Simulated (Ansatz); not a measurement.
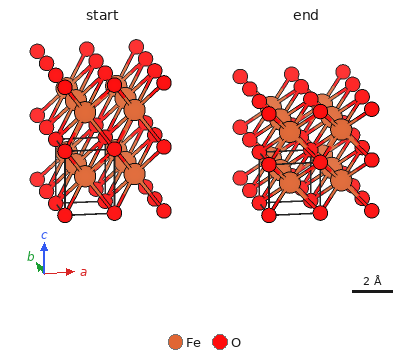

The structure of a crystal of FeO (built on the CuAu (L1_0)_123 type) (coarse preliminary run) before (left) and after (right) a relaxation, at one scale.

Style: ball-and-stick. Shown: the cell of the calculation, repeated 2 × 3 × 2 with one cell outlined, slightly off an axis.

Case: CuAu (L1_0) type (P4/mmm, No. 123).

Computed with Ansatz, DFT PBE, scalar-relativistic, plane waves, PAW. (plane-wave cutoff 420 eV; k-point mesh 6 × 6 × 6; occupations gaussian; smearing width 0.1 eV; collinear spin; cell and atoms relaxed; force threshold 0.04 eV/Å; at most 70 steps)

What changed between the two?

Answer. Over 5 accepted moves (6 points after the start) the energy falls by 1.070 eV per cell of the calculation. All forces vanish by symmetry, so only the cell relaxes. The pressure goes from −15.78 to 0.03 GPa. At 1 point the geometry stayed and the basis and grid were re-selected for the new cell (energy shift of 0.6 meV per cell of the calculation at most each time). The atoms keep their places relative to the cell (all moves are under 0.005 Å). Cell: a = b 2.551 → 2.648 Å (+3.8 %), c 3.344 → 2.651 Å (−20.7 %). Volume −14.6 %. Among the contacts that change: Fe–O 2.459 → 2.294 Å, Fe–Fe 2.551 → 2.648 Å. The space group (tolerance 0.01 Å) goes from P4/mmm (No. 123) to Pm-3m (No. 221). The run took 21 s on 1 thread of Arm Neoverse V1, with other jobs on the host, peak memory 0.29 GiB.

Limits of the set-up: the k-point mesh is coarse for a cell with partly filled bands.
